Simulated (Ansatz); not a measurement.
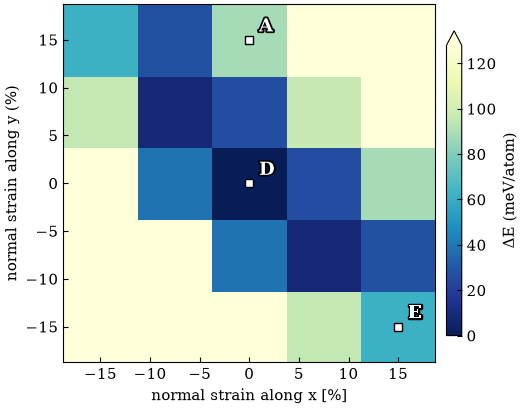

ZnCu (Pm-3m, No. 221; 2 atoms in the cell). The energy is mapped over two homogeneous strains (x, y and z along the cube axes). Coordinates scanned: (1) normal strain along x; (2) normal strain along y. Nothing is relaxed (symmetry fixes all fractional coordinates). The grid has 5 × 5 points; 15 points were computed and 10 follow by symmetry. Energies are in meV/atom, from the lowest grid point. These are results of Ansatz, DFT PBEsol, scalar-relativistic, plane waves, PAW, not measurements. Settings: cutoff 520 eV, k-mesh 16×16×16, gaussian smearing 0.15 eV, no spin polarisation.

Drawn: one coloured cell a grid point, one colour for all values above the top of the scale, lettered points.

> Which space group has the cell at each letter?

A: P4/mmm; D: Pm-3m; E: Pmmm.

> Rank the lettered points by energy, lowest first.

D (0 meV/atom), E (62 meV/atom), A (88 meV/atom).
